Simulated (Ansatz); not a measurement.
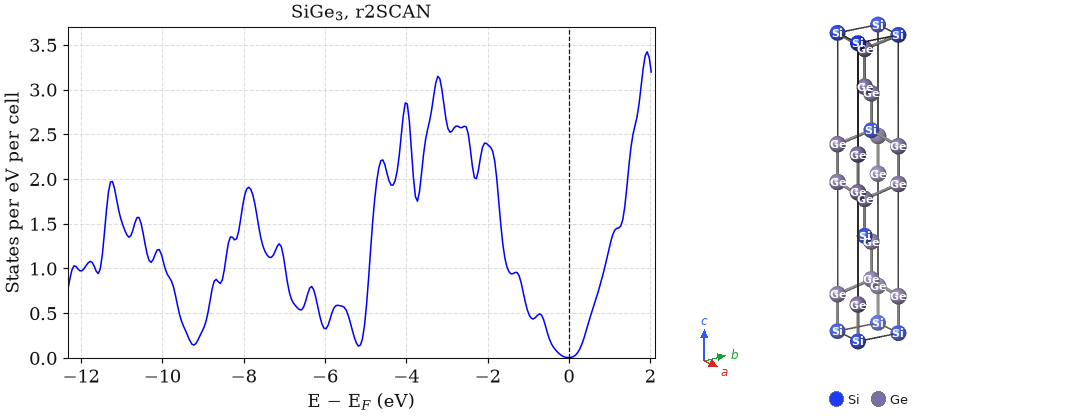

Density of states, beside the structure. Energies are counted from the Fermi level, put mid-gap where there is a gap. The curve is built from the levels of the k mesh with Gaussians 0.3 eV wide, which also blur the band edges.

Structure: SiGe$_{3}$, space group R3m, 4 atoms in the cell.

Level of theory: DFT, r2SCAN, plane waves, PAW, no spin polarisation, 8×8×8 k mesh, 500 eV cutoff; code Ansatz 0.2.0.

> Metal or insulator, going by the density of states?

There is a gap; over the k points computed it is 0.65 eV.
